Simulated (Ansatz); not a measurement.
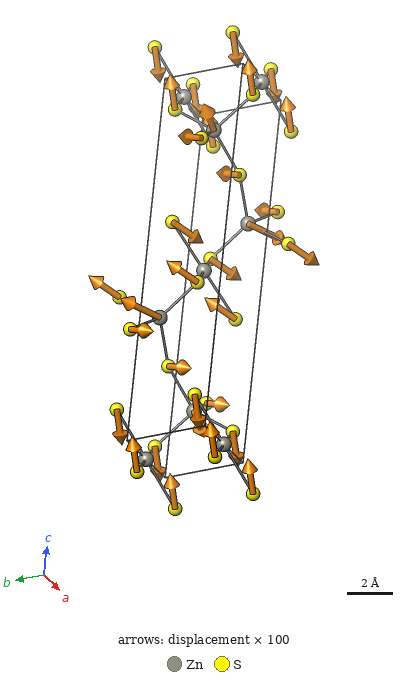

A relaxation of a crystal of ZnS (a generated structure, set up in P-1). The starting structure is drawn; orange arrows show the displacements (the part carried along by the change of the cell is left out), magnified 100 times.

A ball-and-stick model of the cell of the calculation, seen from a free direction.

All numbers below come from DFT PBE, scalar-relativistic, plane waves, PAW (Ansatz 0.2.0).

Input file:
```yaml
crystal:
  lattice:
    - [3.6593293375, 0.0, 0.0]
    - [-0.2624113889, 3.8510020955, 0.0]
    - [-1.4840562556, -1.989687636, 17.6521922913]
  atoms:
    - { symbol: Zn, position: [0.0424142806, 0.3118765227, 0.83352838] }
    - { symbol: Zn, position: [0.0421191047, 0.7618595989, 0.334491695] }
    - { symbol: Zn, position: [0.9575857194, 0.6881234773, 0.16647162] }
    - { symbol: Zn, position: [0.9578808953, 0.2381404011, 0.665508305] }
    - { symbol: Zn, position: [0.5, 0.0, 0.0] }
    - { symbol: Zn, position: [0.5, 0.5, 0.5] }
    - { symbol: S, position: [0.0254486088, 0.838800982, 0.9102740987] }
    - { symbol: S, position: [0.0286689493, 0.3098870994, 0.4117299311] }
    - { symbol: S, position: [0.5079638362, 0.8397430603, 0.2509493423] }
    - { symbol: S, position: [0.4920361638, 0.1602569397, 0.7490506577] }
    - { symbol: S, position: [0.9745513912, 0.161199018, 0.0897259013] }
    - { symbol: S, position: [0.9713310507, 0.6901129006, 0.5882700689] }
basis:
  ecutwfc: 420
kpoints:
  mp_grid: { grid: [8, 8, 2] }
hamiltonian:
  xc: pbe
scf:
  occupations: { method: gaussian, width: 0.02 }
output:
  forces: true
  stress: true
  eigenvalues: true
relax:
  adjacent_minimum: "off"
  f_tol: 0.01
  max_steps: 80
  cell: { stress_tol: 0.05 }
```

Run as
```bash
ansatz run input.yaml --threads 1 --pin off --max-ram 2560MiB --backend cpu --events-out ev --progress --plain --runs-dir out
```

What happened in the run?

After 3 accepted moves (4 points after the start) the energy has fallen by 4.0 meV per cell of the calculation. The largest force component goes from 0.031 to 0.0071 eV/Å. Pressure: −0.14 GPa at the start and 0.01 GPa at the end. The SCF was repeated once at an unchanged geometry on a basis and grid sized afresh for the cell, which shifted the energy by 0.5 meV per cell of the calculation at most. The largest moves relative to the cell, 0.024 Å, are those of Zn2 and Zn4. Zn2 goes along [−3 1 0]. By element the largest moves are Zn 0.024 Å, S 0.018 Å. The volume changes by −0.5 %, with a 3.659 → 3.646 Å (−0.4 %), b 3.860 → 3.846 Å (−0.4 %), c 17.826 → 17.849 Å (+0.1 %), α 96.1° → 95.9°, β 94.8° → 94.2°, γ 93.9° → 94.1°. Some distances before and after: Zn6–S12 2.686 → 2.656 Å, Zn5–S11 2.666 → 2.636 Å, Zn6–S12 (another image) 2.263 → 2.277 Å, Zn1–S10 2.411 → 2.400 Å. The space group stays P-1 (No. 2). The run took 6 min on 1 thread of Arm Neoverse V1 (shared host), peak memory 0.96 GiB.
